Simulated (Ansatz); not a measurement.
Cell and atoms:

```cif
data_structure
_symmetry_space_group_name_H-M 'P 63/m m c'
_symmetry_Int_Tables_number 194
_cell_length_a 2.5198
_cell_length_b 2.5198
_cell_length_c 8.2353
_cell_angle_alpha 90.000
_cell_angle_beta 90.000
_cell_angle_gamma 120.000
_cell_volume 45.28
loop_
_atom_site_label
_atom_site_type_symbol
_atom_site_symmetry_multiplicity
_atom_site_Wyckoff_symbol
_atom_site_fract_x
_atom_site_fract_y
_atom_site_fract_z
_atom_site_occupancy
Cu1 Cu 2 a 0.00000 0.00000 0.00000 1
Cu2 Cu 2 c 0.33333 0.66667 0.25000 1
```

Q: Before looking at a picture, describe the arrangement of atoms.

A: The element is copper. It is primitive hexagonal, space group P6_3/mmc (No. 194). Prototype: double hexagonal close-packed (α-La type). The cell holds four atoms. Each Cu has twelve Cu at 2.52 Å. The bonds build a three-dimensional framework.

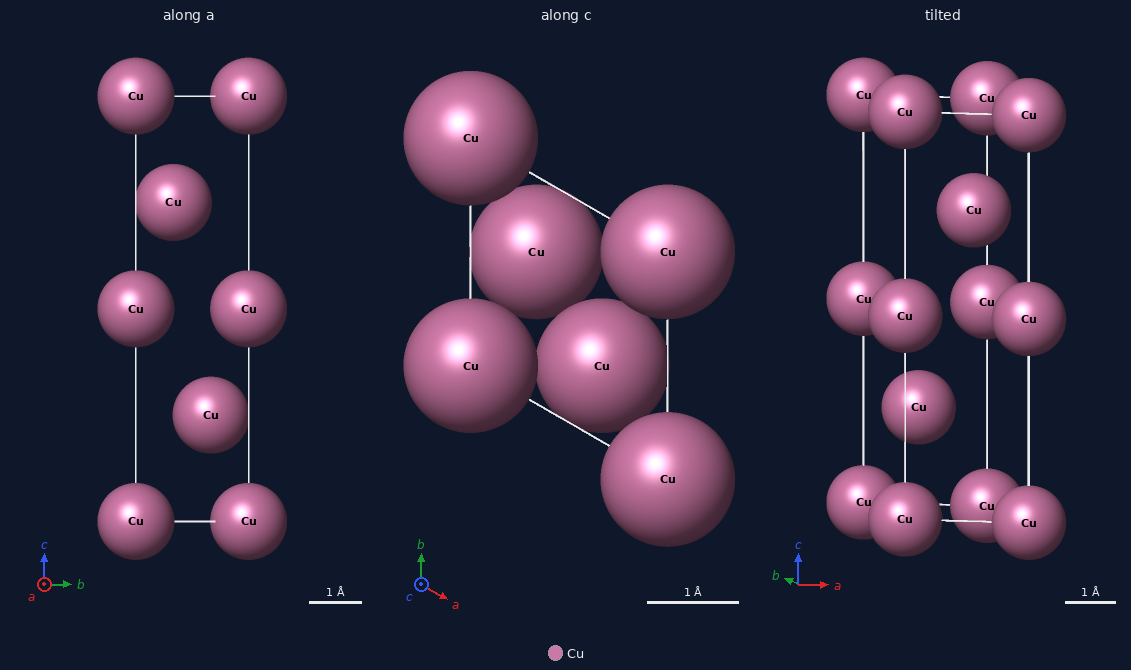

Spheres-only model, viewed along the a axis, along the c axis and slightly off an axis. The frame is the conventional unit cell; atoms at its boundary are shown with their periodic copies. Colours: copper pink.

Starting structure: a structure listed in the Materials Project. Earlier steps of the study may have refined or changed the cell and positions. Ansatz was used for an electronic-structure calculation on it.
